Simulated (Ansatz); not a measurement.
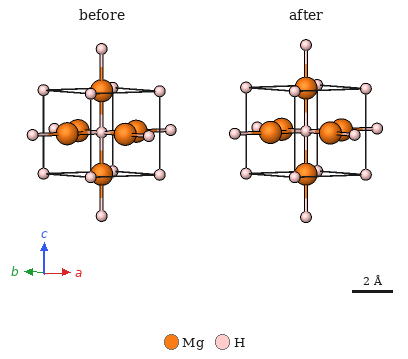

The structure of crystalline Mg$_{3}$H$_{2}$ (a generated structure, set up in Pm-3m) (coarse preliminary run) before (left) and after (right) a relaxation, at one scale.

A ball-and-stick model of the cell of the calculation, seen from a free direction.

All numbers below come from Ansatz 0.2.0, DFT PBE, scalar-relativistic, plane waves, PAW.

Input
```yaml
crystal:
  lattice:
    - [4.24120934, 0.0, 0.0]
    - [0.0, 4.24120934, 0.0]
    - [0.0, 0.0, 4.24120934]
  atoms:
    - { symbol: Mg, position: [0.0, 0.5, 0.5] }
    - { symbol: Mg, position: [0.5, 0.0, 0.5] }
    - { symbol: Mg, position: [0.5, 0.5, 0.0] }
    - { symbol: H, position: [0.0, 0.0, 0.0] }
    - { symbol: H, position: [0.5, 0.5, 0.5] }
basis:
  ecutwfc: 420
kpoints:
  mp_grid: { grid: [4, 4, 4] }
hamiltonian:
  xc: pbe
scf:
  occupations: { method: gaussian, width: 0.1 }
  lower_state_search: "off"
output:
  forces: true
  stress: true
  eigenvalues: true
relax:
  adjacent_minimum: "off"
  f_tol: 0.04
  max_steps: 70
  cell: { stress_tol: 0.4 }
```

Command:
```bash
ansatz run input.yaml --threads 1 --pin off --max-ram 2048MiB --backend cpu --events-out ev --progress --plain --runs-dir out
```

Summarise the run.

Answer. After 1 accepted move (2 points after the start) the energy has fallen by 57.0 meV per cell of the calculation. All forces vanish by symmetry, so only the cell relaxes. The pressure goes from 3.09 to −0.30 GPa. The SCF was repeated once at an unchanged geometry on a basis and grid sized afresh for the cell, which shifted the energy by 2.5 meV per cell of the calculation at most. No atom moves by more than 0.005 Å relative to the cell. The drawn cell changes as follows: a = b = c 4.241 → 4.370 Å (+3.0 %); the volume changes by +9.4 %. Near-neighbour distances that change, for instance: Mg1–H5 2.121 → 2.185 Å. The space group stays Pm-3m (No. 221).

Limits of the set-up: the k-point mesh is coarse for a cell with partly filled bands.
